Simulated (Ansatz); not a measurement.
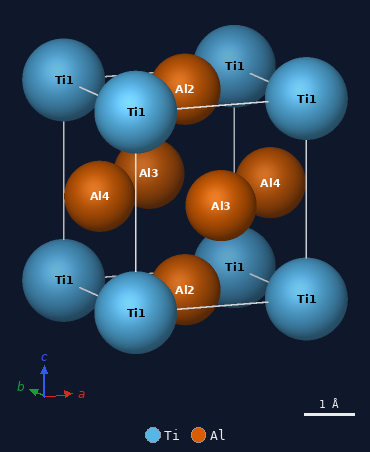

Starting structure of solid TiAl3 (set up in P4/mmm). A spheres-only model of the cell of the calculation, seen slightly off an axis.

Case: biaxial strain in the a-b plane of -6.0 %; c and atoms relaxed.

These are results of Ansatz 0.2.0, DFT PBEsol, scalar-relativistic, plane waves, PAW, not measurements.

Input
```yaml
crystal:
  lattice:
    - [3.7114441222, 0.0, 0.0]
    - [0.0, 3.7114441222, 0.0]
    - [0.0, 0.0, 4.090485224]
  atoms:
    - { symbol: Ti, position: [0.0, 0.0, 0.0] }
    - { symbol: Al, position: [0.5, 0.5, 0.0] }
    - { symbol: Al, position: [0.5, 0.0, 0.5] }
    - { symbol: Al, position: [0.0, 0.5, 0.5] }
basis:
  ecutwfc: 420
kpoints:
  mp_grid: { grid: [14, 14, 14] }
hamiltonian:
  xc: pbesol
scf:
  occupations: { method: gaussian, width: 0.1 }
output:
  forces: true
  stress: true
  eigenvalues: true
relax:
  adjacent_minimum: "off"
  f_tol: 0.008
  max_steps: 40
  cell: { stress_tol: 0.015, fix: [a, b, gamma] }
```

Command:
```bash
ansatz run input.yaml --threads 1 --pin off --max-ram 2560MiB --backend cpu --events-out ev --progress --plain --runs-dir out
```

Predict the outcome.

No atom moves by more than 0.005 Å relative to the cell. The volume changes by +1.2 %, with a = b unchanged at 3.711 Å, c 4.090 → 4.140 Å (+1.2 %). Among the contacts that change: Ti1–Al3 2.762 → 2.780 Å, Al2–Al3 2.762 → 2.780 Å. The space group stays P4/mmm (No. 123). After 3 accepted moves (5 points after the start) the energy has fallen by 1.2 meV per atom. All forces vanish by symmetry, so only the cell relaxes. Pressure: 12.69 GPa at the start and 11.08 GPa at the end. At 2 points the geometry stayed and the basis and grid were re-selected for the new cell (energy shift of 0.1 meV per atom at most each time). The run took 83 s on 1 thread of Arm Neoverse V2, with other jobs on the host, peak memory 0.5 GiB.

Step by step:

```json
{"step": "0", "E − E(0), meV/atom": "0.00", "pressure, GPa": "12.69", "volume, Å³/atom": "14.086", "note": ""}
{"step": "1", "E − E(0), meV/atom": "-1.14", "pressure, GPa": "11.26", "volume, Å³/atom": "14.237", "note": ""}
{"step": "2", "E − E(0), meV/atom": "-1.15", "pressure, GPa": "11.09", "volume, Å³/atom": "14.254", "note": ""}
{"step": "3", "E − E(0), meV/atom": "-1.22", "pressure, GPa": "11.10", "volume, Å³/atom": "14.254", "note": "same geometry, new basis"}
{"step": "4", "E − E(0), meV/atom": "-1.22", "pressure, GPa": "11.08", "volume, Å³/atom": "14.257", "note": ""}
{"step": "5", "E − E(0), meV/atom": "-1.22", "pressure, GPa": "11.08", "volume, Å³/atom": "14.257", "note": "same geometry, new basis"}
```

The end point in the same view:

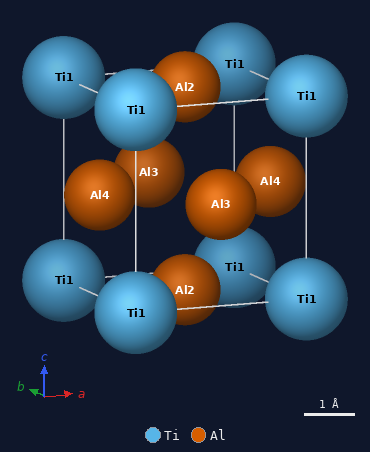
